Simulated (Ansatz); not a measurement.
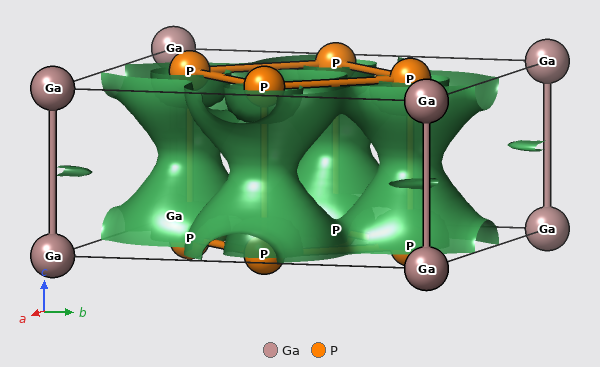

*GaP4. Isosurface of the electron localisation function at 0.6 (green), seen slightly off an axis. Only the valence region is drawn (cores and ρ < 0.01 e/Å³ removed). Sticks mark near contacts.*

Space group P4/mmm; a structure generated by program, which may or may not match a known phase; computed without spin polarisation.

These are results of Ansatz, DFT PBE, scalar-relativistic, plane waves, PAW, not measurements.

Core electrons are frozen (PAW), and the valence fields are smoothed inside the atomic spheres.

### Identify the bonds, lone pairs and shells in this picture.

The ELF exceeds this value in one region between bonded Ga–Ga atoms and one network that runs through the whole crystal, counted in one cell of 5 atoms. Regions shared between cells count once. Along the contacts the grid gives the following. P–P (2.36 Å): the ELF peaks at about 0.85 between the atoms. Ga–Ga (2.48 Å): the ELF peaks at about 0.65 between the atoms.

### Does the calculation give a band gap?

It is gapless in this calculation (a metal or semimetal).
